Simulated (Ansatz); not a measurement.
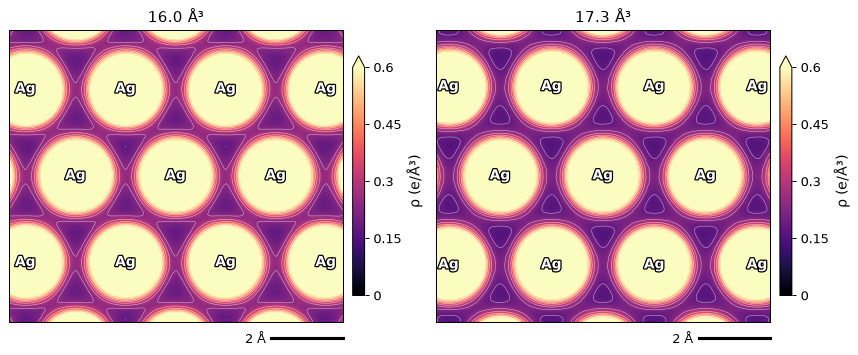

Ag. The valence charge density (pseudo) of cells scaled evenly to different volumes (given per atom above each panel), on the (001) plane of each (indices in the axes of the cell below), at one length scale and on one colour scale.

A generated structure, not necessarily the stable one.

Computed with DFT, PBEsol, plane waves (420 eV) with PAW, scalar-relativistic in Ansatz 0.2.0.

The largest cell:

```yaml
crystal:
  lattice:
    - [-1.94111, 1.59708, 1.42437]
    - [1.59708, -1.94111, 1.42437]
    - [3.68764, 3.68764, -2.05447]
  atoms:
    - { symbol: Ag, position: [0.95858, 0.04142, 0.00000] }
    - { symbol: Ag, position: [0.79142, 0.20858, 0.50000] }
```

| volume (Å³/atom) | Ag–Ag contact in the plane (Å) | ρ at its midpoint (e/Å³) | 
| --- | --- | --- |
| 16.00 | 2.813 | 0.247 | 
| 16.67 | 2.852 | ? | 
| 17.33 | 2.889 | 0.216 | 

What values belong in the row with question marks?

Answer. Over the known rows ln ρ falls by 1.76 per Å of Ag–Ag distance (the line through the two), which gives 0.231 e/Å³ at 2.852 Å; the calculation gives 0.231 e/Å³.
